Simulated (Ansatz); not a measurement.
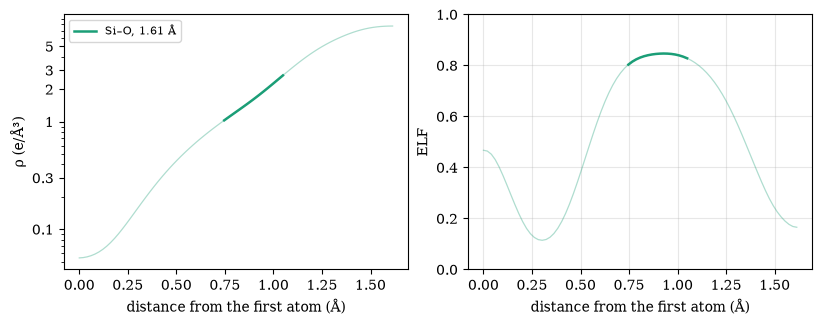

Figure. SiO2. Valence electron density and ELF along straight lines between neighbouring atoms. Thin, pale parts lie inside the atomic spheres.

Space group I4/mmm; a structure from a database of computed crystals, not necessarily the ambient phase.

Theory: Kohn-Sham DFT of a periodic cell, PBE, Ansatz PAW (Ansatz 0.2.0).

Core electrons are frozen (PAW), and the valence fields are smoothed inside the atomic spheres.

Question: What can be read from the curves?

Answer: Si–O (1.61 Å): ρ at the midpoint is about 1.2 e/Å³; the ELF peaks at about 0.85 between the atoms, as expected for a polar covalent bond.
